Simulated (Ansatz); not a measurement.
**Single-point calculation, with input and output: Ta27N26 (charge +1) (part 2 of 2)**

Continued. System: Ta27N26 (defect cell, 53 atoms in the cell, total charge +1). Method: DFT PBE, scalar-relativistic, plane waves, PAW, spin-polarised (Ansatz 0.2.0); cutoff 420 eV, 3×3×2 k-mesh, Gaussian smearing of 0.05 eV, collinear spins. The structure derives from an entry of the Crystallography Open Database.

## Output, continued
```
  atom  45  N      0.00764916    -0.05867643    -0.00006855
  atom  46  N      0.01204474    -0.00382696     0.01303322
  atom  47  N      0.01226949    -0.00419950    -0.01244605
  atom  48  N     -0.05704403    -0.00962127    -0.00034970
  atom  49  N     -0.03456038    -0.01522652    -0.02419682
  atom  50  N     -0.03356457    -0.01422688     0.02415699
  atom  51  N     -0.02180032     0.14352365     0.00067735
  atom  52  N      0.01893494     0.00732147    -0.00458183
  atom  53  N      0.02077061     0.00720976     0.00524601
  max |Σ_I F_I| component: 3.76e-5 eV/Å
--- Band table (eV; the first three rows and the last of 20) ---
  k-point 0 ↑: bands = ["-49.8219", "-49.8064", "-49.8057", "-49.7933", "-49.7919", "-49.7879", "-49.7784", "-49.7738", "-49.7727", "-49.7705", ... 84 levels left out ..., "-15.8210", "-15.8128", "-15.7828", "-15.7735", "-15.7732", "-15.7585", "-15.7513", "-15.7364", "-15.7363", "-15.7200", "-15.7018", "-15.2554", "-15.2410", "-15.2348", "1.3099", "2.6637", "2.6827", "2.6915", "2.7659", "2.8652", "2.9139", "3.1674", "3.1709", "3.1925", "3.2692", "3.4219", "3.4516", "3.4589", "3.4641",
      "3.4722", "3.4730", "3.4918", "3.4946", "3.5022", "3.5061", "3.5123", "3.5725", "3.5772", "3.8975", "3.9271", "10.3019", "11.1117", "11.3074", "11.3109", "11.3928", "11.4089", "11.4412", "11.4591", "11.4707", "11.4782", "11.4855", "11.4980", "11.5526", "11.5668", "11.5736", "11.7027", "11.7039", "11.7342", "11.7739", "11.8542", "11.8653", "11.9115", "12.0668", "12.0734", "12.1534", "12.7326", "12.7693", "12.7790", "12.7889",
      "12.7967", "12.8469", "12.8588", "12.8635", "12.8997", "12.9054", "12.9799", "13.0228", "13.0826", "13.1116", "13.2127", "13.2413", "13.3086", "13.5209", "13.5414", "13.5814", "13.6089", "13.6610", "13.7957", "13.8174", "13.8437", "13.8557", "13.8782", "14.0163", "14.3324", "14.5041", "14.5144", "14.5370", "14.5406", "14.5626", "14.5635", "14.5984", "14.6032", "14.6046", "14.6609", "14.6769", "14.6790", "14.7438", "14.8442", "14.8500",
      "14.9300", "14.9738", "14.9935", "15.0125", "15.0155", "15.0325", "15.2687", "15.3974", "15.5504", "15.8139", "15.8401", "15.9911", "16.3309", "16.8565", "16.9466", "17.0215", "17.1412", "17.1631", "17.2134", "17.2539", "17.2757", "17.4838", "17.5169", "17.6142", "17.6246", "17.6485", "17.6504", "17.6590", "17.6828", "17.7234", "17.7291", "17.7728", "17.8272", "17.8495", "18.4046", "18.6165", "18.8828", "19.7168", "19.8083", "20.0911",
      "20.1661", "20.2270", "20.2351", "20.8454", "20.9127", "21.0778", "21.0992", "21.1085", "21.1534", "21.1829", "21.2029", "21.2073", "21.2411", "21.2526", "21.2903", "21.3083", "21.3148", "21.3706", "21.3906", "21.4235", "21.4490", "21.5297", "21.5431", "21.5750", "21.6774", "21.7093", "21.7150", "21.7323", "21.8038", "21.8234", "21.8249", "21.8397", "21.8897", "21.9256", "21.9558", "21.9624", "21.9908", "22.0676", "22.1431", "22.2633",
      "22.2642", "22.2799", "22.2805", "22.2979", "22.3895", "22.5460", "22.5861", "22.6068", "22.6485", "22.6906", "22.6944"]
  k-point 1 ↑: bands = ["-49.8126", "-49.8109", "-49.7964", "-49.7948", "-49.7942", "-49.7919", "-49.7850", "-49.7846", "-49.7770", "-49.7713", ... 84 levels left out ..., "-15.8329", "-15.8315", "-15.8291", "-15.8208", "-15.8100", "-15.7850", "-15.7784", "-15.7718", "-15.4376", "-15.4301", "-15.4187", "-15.4052", "-15.3997", "-15.3855", "1.7398", "1.8599", "2.9337", "2.9433", "2.9502", "2.9573", "2.9605", "2.9680", "2.9791", "3.0149", "3.0313", "3.1909", "3.3374", "3.3882", "3.4458",
      "3.4568", "3.4578", "3.5182", "3.6137", "3.6670", "3.6955", "3.6992", "3.7746", "3.7861", "3.7934", "3.8046", "10.6334", "11.0978", "11.2237", "11.2278", "11.4064", "11.4140", "11.4267", "11.4502", "11.4763", "11.4777", "11.4875", "11.4983", "11.5010", "11.5014", "11.5221", "11.5236", "11.6732", "11.6788", "11.7124", "11.8311", "11.9331", "12.2547", "12.2912", "12.3627", "12.3650", "12.4127", "12.4964", "12.5722", "12.5889",
      "12.6346", "12.6502", "12.6992", "12.7349", "12.8342", "13.0436", "13.0542", "13.2493", "13.3281", "13.3578", "13.5470", "13.5474", "13.5771", "13.5832", "13.6036", "13.6269", "13.6640", "13.6863", "13.7041", "13.7147", "13.8153", "13.8342", "13.8848", "13.8913", "13.9433", "14.2346", "14.2448", "14.2879", "14.3811", "14.3951", "14.4466", "14.5380", "14.6531", "14.6621", "14.6768", "14.6788", "14.6979", "14.7128", "14.7572", "14.7844",
      "14.7878", "14.7878", "15.0289", "15.0736", "15.1909", "15.3488", "15.3654", "15.5177", "15.5819", "16.3353", "16.5112", "16.7135", "16.7275", "16.7388", "16.7699", "16.8323", "16.8785", "17.0104", "17.0344", "17.0856", "17.1598", "17.1730", "17.4446", "17.4918", "17.5056", "17.5659", "17.5949", "17.6234", "17.6837", "17.6989", "17.8615", "17.9061", "17.9356", "17.9451", "17.9515", "17.9941", "18.6910", "18.8825", "19.3116", "19.5118",
      "19.9870", "20.6205", "20.6599", "20.6890", "20.8020", "20.9639", "20.9650", "21.0155", "21.0470", "21.0521", "21.0559", "21.0624", "21.0810", "21.0818", "21.2146", "21.2391", "21.3274", "21.3986", "21.4275", "21.4432", "21.5004", "21.5278", "21.5849", "21.5916", "21.5937", "21.6162", "21.7064", "21.7887", "21.8543", "21.8708", "21.9366", "22.0178", "22.0761", "22.0801", "22.1612", "22.1883", "22.1926", "22.2062", "22.2421", "22.3625",
      "22.3832", "22.5245", "22.5571", "22.5635", "22.5929", "22.6161", "22.6212", "22.6236", "22.6275", "22.7282", "22.7555"]
  k-point 2 ↑: bands = ["-49.8195", "-49.8133", "-49.8002", "-49.7956", "-49.7882", "-49.7866", "-49.7813", "-49.7783", "-49.7780", "-49.7686", ... 84 levels left out ..., "-15.8263", "-15.8196", "-15.8119", "-15.8053", "-15.7768", "-15.7450", "-15.7407", "-15.7334", "-15.7320", "-15.7174", "-15.6995", "-15.2552", "-15.2409", "-15.2350", "1.5369", "2.1150", "2.4556", "2.8216", "2.9402", "2.9684", "3.0941", "3.1292", "3.1337", "3.1650", "3.2428", "3.4372", "3.4452", "3.4620", "3.4732",
      "3.4866", "3.4877", "3.4948", "3.5051", "3.5117", "3.5148", "3.5271", "3.6706", "3.7127", "3.7252", "3.8714", "10.4808", "10.8675", "10.9653", "11.1510", "11.1766", "11.1887", "11.2815", "11.3201", "11.3441", "11.3936", "11.5031", "11.5862", "11.5865", "11.7279", "11.7895", "11.8438", "11.9604", "11.9779", "12.0097", "12.0624", "12.0712", "12.1169", "12.1516", "12.2645", "12.3628", "12.3679", "12.4394", "12.5592", "12.6457",
      "12.6905", "12.7197", "12.7293", "12.8390", "12.8407", "12.9379", "12.9882", "13.0954", "13.1632", "13.2040", "13.3076", "13.3913", "13.4074", "13.5567", "13.5799", "13.6076", "13.6804", "13.7460", "13.7479", "13.8139", "13.8330", "13.8449", "13.9100", "13.9551", "13.9680", "14.1319", "14.1514", "14.3466", "14.3778", "14.5114", "14.5393", "14.5612", "14.6564", "14.7372", "14.8033", "14.8065", "14.8614", "14.8735", "14.8902", "14.9784",
      "14.9827", "15.1145", "15.1228", "15.1587", "15.2325", "15.2954", "15.3827", "15.4884", "15.5589", "15.6879", "15.7358", "15.7505", "16.3112", "16.6023", "16.8309", "16.8692", "17.0341", "17.0736", "17.1297", "17.1494", "17.2031", "17.2576", "17.2730", "17.3724", "17.3881", "17.5507", "17.5811", "17.6479", "17.7956", "17.8129", "18.1284", "18.3093", "18.4756", "18.5585", "18.5924", "19.0490", "19.3935", "19.4693", "19.9038", "19.9222",
      "20.1991", "20.4593", "20.4882", "20.5228", "20.6362", "20.6511", "20.6993", "20.6995", "20.7596", "20.7673", "20.8191", "20.8350", "20.9473", "20.9515", "21.0262", "21.0751", "21.1146", "21.1697", "21.2486", "21.4039", "21.5133", "21.5583", "21.5900", "21.6588", "21.6603", "21.7224", "21.7253", "21.7627", "21.7700", "21.8305", "21.9157", "21.9407", "21.9598", "22.0117", "22.0450", "22.0763", "22.0888", "22.1305", "22.1854", "22.2708",
      "22.2730", "22.3559", "22.4300", "22.4967", "22.5776", "22.6034", "22.6106", "22.6686", "22.6726", "22.7285", "22.7703"]
  k-point 9 ↓: bands = ["-49.8107", "-49.8107", "-49.7978", "-49.7969", "-49.7966", "-49.7922", "-49.7830", "-49.7810", "-49.7768", "-49.7722", ... 84 levels left out ..., "-15.8419", "-15.8407", "-15.8345", "-15.8205", "-15.8161", "-15.7878", "-15.7832", "-15.7826", "-15.4369", "-15.4295", "-15.4182", "-15.4045", "-15.3992", "-15.3849", "1.9399", "2.0453", "2.4469", "2.5354", "2.7435", "2.7509", "2.9859", "3.0528", "3.0948", "3.1918", "3.2988", "3.3000", "3.3247", "3.3933", "3.5301",
      "3.5487", "3.6111", "3.6250", "3.6323", "3.6387", "3.6441", "3.6444", "3.6954", "3.7629", "3.7652", "3.7856", "10.6960", "10.9602", "10.9656", "11.0453", "11.0476", "11.1785", "11.2788", "11.3162", "11.3268", "11.3563", "11.4348", "11.6827", "11.7798", "11.7800", "11.8088", "11.8541", "11.9103", "11.9628", "11.9918", "12.0068", "12.0170", "12.0652", "12.1051", "12.2621", "12.3025", "12.3826", "12.4521", "12.4619", "12.5290",
      "12.6450", "12.6930", "12.7360", "12.7827", "13.1328", "13.1444", "13.2227", "13.2361", "13.3713", "13.3835", "13.4077", "13.4541", "13.5074", "13.5191", "13.5209", "13.5720", "13.6166", "13.6659", "13.6950", "13.7618", "13.7880", "13.8211", "13.8232", "13.8455", "13.8603", "13.8662", "14.0211", "14.0719", "14.1099", "14.2232", "14.4489", "14.4912", "14.5289", "14.6127", "14.6713", "14.7653", "14.8217", "14.8953", "15.0951", "15.1168",
      "15.1307", "15.1750", "15.2168", "15.2490", "15.2792", "15.3871", "15.4223", "15.4519", "15.5627", "16.3565", "16.3739", "16.4702", "16.5169", "16.5928", "16.7308", "16.7466", "16.7975", "16.8827", "16.9653", "16.9864", "17.3229", "17.3837", "17.4261", "17.4758", "17.5373", "17.5688", "17.5751", "17.6422", "17.6752", "17.7198", "17.8016", "17.8585", "17.9153", "17.9740", "18.2390", "18.3883", "19.2171", "19.4043", "19.4212", "19.5290",
      "19.9382", "20.1922", "20.4189", "20.4373", "20.4507", "20.4792", "20.5911", "20.7044", "20.7649", "20.7797", "20.8438", "20.9117", "21.0189", "21.0283", "21.1047", "21.2242", "21.2923", "21.3227", "21.3647", "21.4084", "21.4594", "21.4640", "21.5507", "21.5581", "21.5810", "21.6256", "21.6433", "21.7539", "21.7672", "21.7905", "21.8780", "21.9186", "21.9235", "21.9410", "22.1399", "22.1426", "22.2297", "22.2451", "22.3259", "22.3544",
      "22.4607", "22.4849", "22.5264", "22.6470", "22.6518", "22.7440", "22.7835", "22.8593", "22.8965", "22.9008", "22.9217"]
--- Löwdin populations: 53 sites ---
  site symbol       q [e]    m [muB]
     0     Ta     12.1140     0.0000
     1     Ta     12.1129     0.0000
     2     Ta     12.1139     0.0000
     3     Ta     12.1166     0.0000
     4     Ta     12.1118     0.0000
     5     Ta     12.1166     0.0000
     6     Ta     12.2666     0.0000
     7     Ta     12.1027     0.0000
     8     Ta     12.2667     0.0000
     9     Ta     12.2666     0.0000
    10     Ta     12.1027     0.0000
    11     Ta     12.2665     0.0000
    12     Ta     12.1140     0.0000
    13     Ta     12.1129     0.0000
    14     Ta     12.1140     0.0000
    15     Ta     12.1166     0.0000
    16     Ta     12.1118     0.0000
    17     Ta     12.1166     0.0000
    18     Ta     12.4636     0.0000
    19     Ta     12.3594     0.0000
    20     Ta     12.3594     0.0000
    21     Ta     12.3725     0.0000
    22     Ta     12.3478     0.0000
    23     Ta     12.3478     0.0000
    24     Ta     12.3508     0.0000
    25     Ta     12.3519     0.0000
    26     Ta     12.3519     0.0000
    27      N      5.6630     0.0000
    28      N      5.6631     0.0000
    29      N      5.6891     0.0000
    30      N      5.6796     0.0000
    31      N      5.6796     0.0000
    32      N      5.6767    -0.0000
    33      N      5.6769     0.0000
    34      N      5.6769     0.0000
    35      N      5.6697     0.0000
    36      N      5.6739     0.0000
    37      N      5.6739     0.0000
    38      N      5.6692     0.0000
    39      N      5.6763     0.0000
    40      N      5.6763     0.0000
    41      N      5.6688     0.0000
    42      N      5.6767     0.0000
    43      N      5.6767     0.0000
    44      N      5.6693     0.0000
    45      N      5.6763     0.0000
    46      N      5.6763     0.0000
    47      N      5.6687     0.0000
    48      N      5.6767     0.0000
    49      N      5.6767     0.0000
    50      N      5.6696     0.0000
    51      N      5.6740     0.0000
    52      N      5.6739     0.0000
  spilling = 0.005257 (of n_electrons = 480.000000)
--- Bader charges: 53 sites ---
  site symbol  charge [e]  shift [e]    m [muB]
     0     Ta      1.8984     0.0001     0.0000
     1     Ta      1.8896     0.0000     0.0000
     2     Ta      1.8985     0.0001     0.0000
     3     Ta      1.8909     0.0001     0.0000
     4     Ta      1.8927     0.0001     0.0000
     5     Ta      1.8908     0.0001     0.0000
     6     Ta      1.5422     0.0001     0.0000
     7     Ta      1.9252     0.0004     0.0000
     8     Ta      1.5422     0.0001     0.0000
     9     Ta      1.5424     0.0001     0.0000
    10     Ta      1.9252     0.0004     0.0000
    11     Ta      1.5425     0.0001     0.0000
    12     Ta      1.8984     0.0001     0.0000
    13     Ta      1.8895     0.0000     0.0000
    14     Ta      1.8983     0.0001     0.0000
    15     Ta      1.8910     0.0001     0.0000
    16     Ta      1.8927     0.0001     0.0000
    17     Ta      1.8910     0.0001     0.0000
    18     Ta      0.8720     0.0013     0.0001
    19     Ta      1.3247     0.0025     0.0000
    20     Ta      1.3247     0.0025     0.0000
    21     Ta      1.2975     0.0023     0.0000
    22     Ta      1.3194     0.0025     0.0000
    23     Ta      1.3194     0.0025     0.0000
    24     Ta      1.2852     0.0022     0.0000
    25     Ta      1.3124     0.0026     0.0000
    26     Ta      1.3123     0.0026     0.0000
    27      N     -1.6640     0.0011     0.0000
    28      N     -1.6641     0.0011     0.0000
    29      N     -1.6640     0.0005     0.0000
    30      N     -1.6577     0.0007     0.0000
    31      N     -1.6577     0.0007     0.0000
    32      N     -1.6538     0.0009     0.0000
    33      N     -1.6554     0.0008     0.0000
    34      N     -1.6554     0.0008     0.0000
    35      N     -1.6762     0.0008     0.0000
    36      N     -1.6537     0.0009     0.0000
    37      N     -1.6537     0.0009     0.0000
    38      N     -1.6402     0.0006     0.0000
    39      N     -1.6582     0.0008     0.0000
    40      N     -1.6582     0.0008     0.0000
    41      N     -1.6751     0.0007     0.0000
    42      N     -1.6516     0.0008     0.0000
    43      N     -1.6517     0.0008     0.0000
    44      N     -1.6402     0.0005     0.0000
    45      N     -1.6582     0.0008     0.0000
    46      N     -1.6582     0.0008     0.0000
    47      N     -1.6750     0.0007     0.0000
    48      N     -1.6517     0.0008     0.0000
    49      N     -1.6517     0.0008     0.0000
    50      N     -1.6761     0.0008     0.0000
    51      N     -1.6537     0.0009     0.0000
    52      N     -1.6538     0.0009     0.0000
  estimated error of the sums over rays = 9.9e-4 e
```

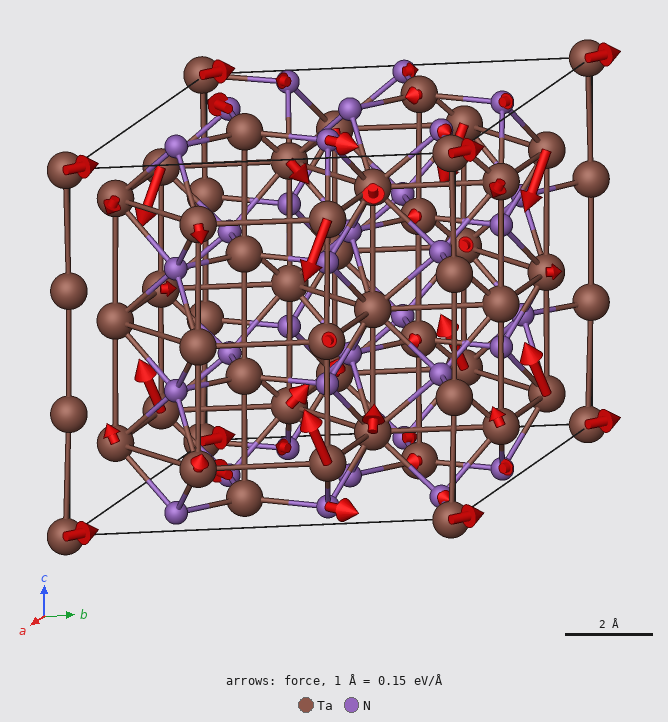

**Figure 1.** Forces on the atoms as red arrows (ball-and-stick view of the cell of the calculation, seen slightly off an axis); the smallest are left out. The largest act on Ta7, Ta9, Ta10, Ta12 (0.23 eV/Å); Ta19 (0.15 eV/Å); N51 (0.15 eV/Å); N36 (0.14 eV/Å), among others. Atoms are counted from 1 in the order of the input and aren't labelled in the picture. The geometry is not a stationary point of this energy.

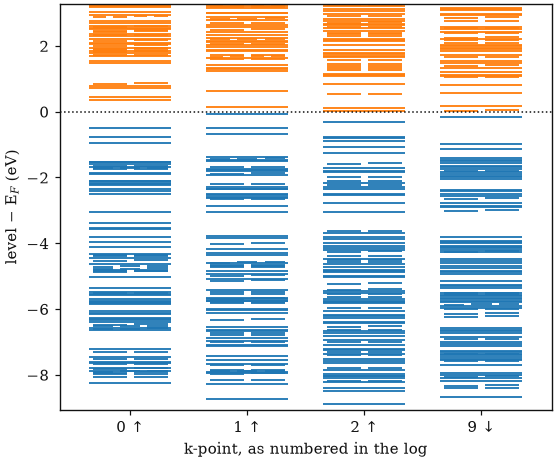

**Figure 2.** Kohn–Sham levels near the Fermi level (dotted) at the few k-points that the log prints; levels within 0.02 eV of each other stand side by side. The system is metallic on the full mesh.

## Key numbers

```csv
quantity,value
outcome,converged
electrons treated,480
free energy,−278233.9518 eV
Fermi energy,19.370 eV
gap on the k-point mesh,none (metallic)
net moment of the cell,0.00 μB
integrated absolute moment,0.00 μB
largest force (length of the vector),0.234 eV/Å
hardware,"8 threads of Arm Neoverse V2, 24 GiB of memory available, shared host"
wall time,4.2 min (CPU time 32 min)
peak memory,7.5 GiB
```

Warnings of the run: some starting moments were not kept. The cell is charged and computed with a neutralising background, so its energy and pressure depend on the cell and aren't those of a real crystal. Spin–orbit coupling is left out, which matters for Ta.
